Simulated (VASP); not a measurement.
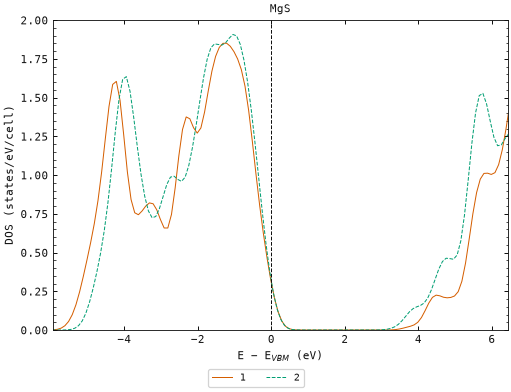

Total densities of states of rocksalt MgS, space group Fm-3m (No. 225), 2 atoms in the primitive cell (cubic a = 5.181 Å), by two methods on the same cell. The DOS curves are built from the levels of the k mesh with Gaussians 0.55 eV wide, which also blur the band edges; ripples of that width can come from the mesh. Each is counted from its own valence-band top.

> Which curve is which? The methods: r2SCAN+rVV10, HSE06.

1 is HSE06; 2 is r2SCAN+rVV10. HSE06 gives a gap of 3.80 eV and r2SCAN+rVV10 gives a gap of 3.44 eV.

Settings. HSE06: VASP PAW PBE potentials, release 64 (Mg, S), no spin polarisation, no spin-orbit coupling, 8×8×8 k mesh, 520 eV cutoff, Gaussian smearing of 0.02 eV (VASP 6.6.1). r2SCAN+rVV10: r2SCAN+rVV10, VASP PAW PBE potentials, release 64 (Mg, S), no spin polarisation, no spin-orbit coupling, 10×10×10 k mesh, 520 eV cutoff, Gaussian smearing of 0.02 eV (VASP).

Gaps are the smallest over all k points computed. The PAW data sets were made with another functional. LDA, GGA and most meta-GGA functionals understate gaps.
